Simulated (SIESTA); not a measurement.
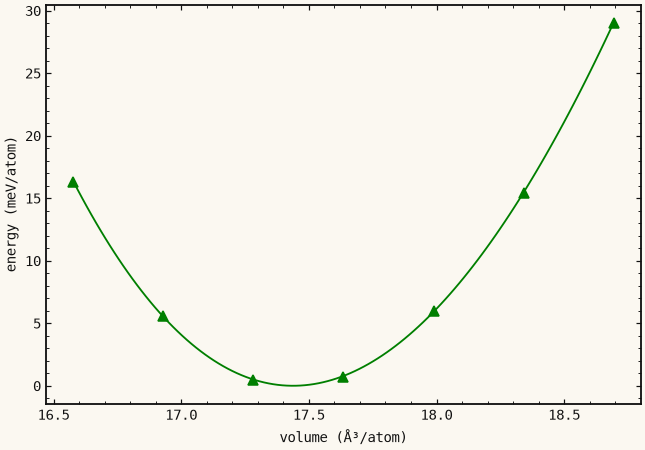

The plot gives the computed energy against volume for Ti, space group P6_3/mmc (No. 194).

The given structure:
```xyz
2
Lattice="2.9500 0.0000 0.0000 -1.4750 2.5548 0.0000 0.0000 0.0000 4.6800" Properties=species:S:1:pos:R:3 pbc="T T T"
Ti    1.4750    0.8516    3.5100
Ti    0.0000    1.7032    1.1700
```

Method: DFT in numerical atomic orbitals with pseudopotentials, no spin polarisation; energies at scaled volumes of the given cell, shape and fractions fixed, counted from the fit's minimum, third-order Birch-Murnaghan fit (SIESTA 5.4.2). Level: PBE.

k mesh 10×10×6; occupations Fermi–Dirac; smearing width 0.05 eV; potentials PseudoDojo 0.4 standard, converted to PSML, two zetas on semicore shells; program settings basis DZP, mesh cutoff 800 Ry.

From this curve and the settings, what does the calculation give for the pressure at the same points?

The pressure falls from 6.21 GPa at volume 16.58 Å³/atom to −7.06 GPa at 18.69 Å³/atom, and changes sign near 17.44 Å³/atom.

```csv
volume (Å³/atom),pressure (GPa)
16.58,6.21
16.93,3.57
17.28,1.08
17.64,-1.29
17.99,-3.38
18.34,-5.25
18.69,-7.06
```

Caveats: mulliken charges of long orbitals; shape and atomic fractions are frozen while scaling, which makes layered, chain and framework solids too stiff.
